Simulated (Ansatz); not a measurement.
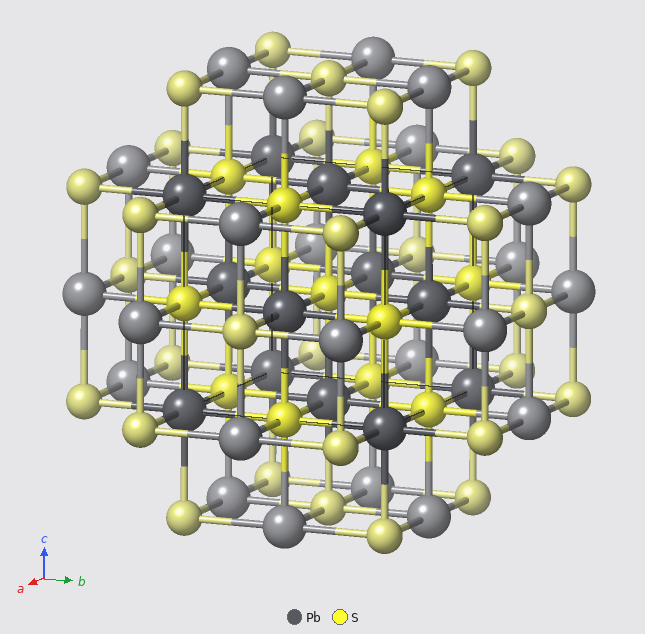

A ball-and-stick rendering, viewed slightly off an axis. Atoms at the boundary of the drawn cell (a repeat of the simulation cell) (the box) are drawn once for each face, edge or corner they touch. Atoms of adjacent cells appear where they bond to atoms in the box, in fainter colours.

PbS, a = 5.948 Å, b = 5.967 Å, c = 5.948 Å, α = 90.25°, β = 90.13°, γ = 89.75°. Strictly the space group is Cm (No. 8, within 0.01 Å). It is a distorted form of a face-centred cubic structure, space group Fm-3m (No. 225) within 0.25 Å: rock salt (NaCl type). Origin of the cell: a structure listed in the Materials Project. The cell was then strained or its atoms displaced on purpose. A calculation with Ansatz used it as input.

This one geometry was computed with Ansatz (DFT, plane waves, PAW) at three levels of theory: PBE, HSE06 and r2SCAN.

**How does the band gap change with the level of theory?**

PBE: a gap of 0.36 eV, indirect; r2SCAN: a gap of 0.61 eV, indirect; HSE06: a gap of 0.79 eV, indirect.

**Collect the results in a table.**

| level | cutoff (eV) | k-mesh of the run's cell | gap (eV) | pressure (GPa) |
| --- | --- | --- | --- | --- |
| PBE | 420 | 8×8×8 | 0.36 | 1.5 |
| HSE06 | 420 | 6×6×6 | 0.79 | 0.4 |
| r2SCAN | 500 | 8×8×8 | 0.61 | 0.6 |

Gaps are taken on the k-mesh or band path of each run.
